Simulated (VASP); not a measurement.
The cell of Se (P3_121, No. 152). Source of the atomic positions: an entry of the Crystallography Open Database, as set up for an electronic-structure calculation.

```xyz
3
Lattice="4.3662 0.0000 0.0000 -2.1831 3.7812 0.0000 0.0000 0.0000 4.9536" Properties=species:S:1:pos:R:3 pbc="T T T"
Se    1.6910    2.9289    0.0000
Se   -0.4921    0.8523    3.3024
Se    0.9841    0.0000    1.6512
```

Question: Take as void every point where the procrystal density (the sum of the densities of spherically averaged neutral Hartree-Fock atoms) is below 0.01 e/bohr³. What do the voids look like?

Answer: The voids take about 29 % of the cell (23 Å³ of 81.8 Å³) and are bounded by about 59 Å² of surface per cell. Where they connect, they form a three-dimensional network.

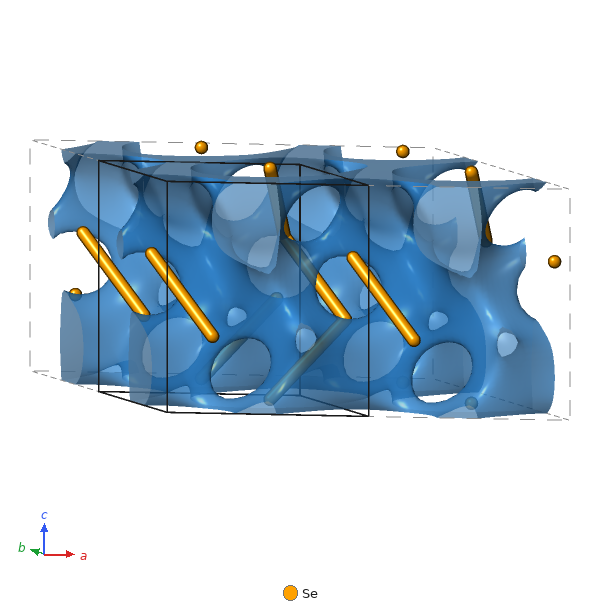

The voids drawn in 2×2×1 cells, view slightly off an axis. Pale faces close the region where the drawn box cuts it.
